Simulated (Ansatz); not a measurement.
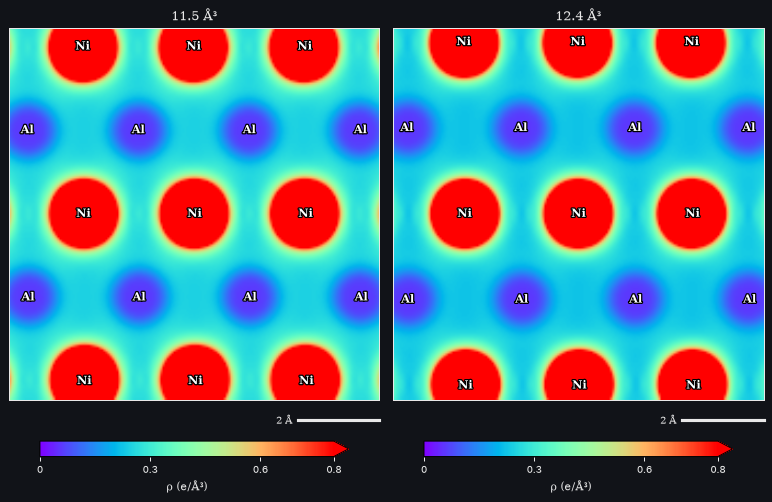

AlNi. The valence pseudo-density of cells scaled evenly to different volumes (given per atom above each panel), on the (011) plane of each (indices in the axes of the cell below), at one length scale and on one colour scale.

A structure from a database of computed crystals, not necessarily the ambient phase; the program warned that a starting moment wasn't kept; spin-polarised, but the moments vanished.

Computed with Kohn-Sham DFT of a periodic cell, r2SCAN, Ansatz PAW (Ansatz 0.2.0).

The largest cell:

```
Ni Al
1.0
     1.97672   -1.99150    0.00000
     1.97672    1.99150    0.00000
     0.00000    0.00000    3.16022
Ni Al
1 1
Direct
  0.50000 0.50000 0.50000
  0.00000 0.00000 0.00000
```

| volume (Å³/atom) | Al–Ni contact in the plane (Å) | ρ at its midpoint (e/Å³) | pressure (GPa) | 
| --- | --- | --- | --- |
| 11.50 | 2.477 | 0.309 | 4.5 | 
| 11.74 | 2.493 | ? | ? | 
| 12.44 | 2.542 | 0.279 | −8.4 | 

What values belong in the row with question marks?

Over the known rows ln ρ falls by 1.57 per Å of Al–Ni distance (the line through the two), which gives 0.301 e/Å³ at 2.493 Å; the calculation gives 0.301 e/Å³. For the pressure, a straight line in volume between the neighbouring rows gives 1.2 GPa; the calculation gives 0.7, lower because pressure rises ever faster on compression.
